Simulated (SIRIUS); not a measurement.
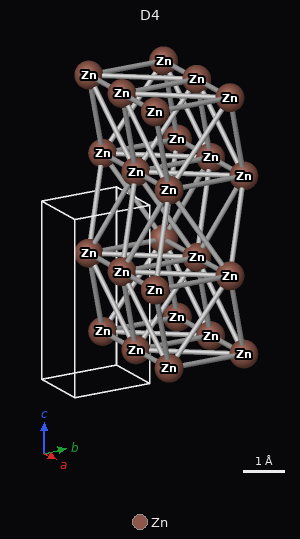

Crystalline Zn (set up in P6_3/mmc), relaxed (cell and atoms) with several dispersion corrections. The picture shows the result with D4. A ball-and-stick model of the cell of the calculation, repeated 3 × 2 × 2 with one cell outlined, seen slightly off an axis.

Computed with SIRIUS 7.12.0: PBE, dojo-sr-pbe-0.4.1-standard. Settings: plane-wave cutoff 1152 eV; k-point mesh 5 × 5 × 3; occupations fermi-dirac; smearing width 0.05 eV; optimiser BFGS; no spin polarisation.

```json
{"dispersion correction": "D4", "volume (Å³/atom)": "14.269", "a (Å)": "2.721", "c (Å)": "4.451"}
{"dispersion correction": "none", "volume (Å³/atom)": "?", "a (Å)": "?", "c (Å)": "?"}
{"dispersion correction": "D3(BJ)", "volume (Å³/atom)": "14.053", "a (Å)": "2.707", "c (Å)": "4.431"}
{"dispersion correction": "D3", "volume (Å³/atom)": "14.034", "a (Å)": "2.705", "c (Å)": "4.428"}
```

**Fill in the missing row.**

With none the volume is the largest of the series, above D4 (14.269). The calculation gives 14.885 Å³/atom (a = 2.762 Å, c = 4.506 Å). In order of volume: D3 < D3(BJ) < D4 < none; the spread is 6.1 %.

Each member starts from this one structure; whether another phase lies lower wasn't checked.

Limits of the set-up: the k-point mesh is coarse for a cell with partly filled bands.
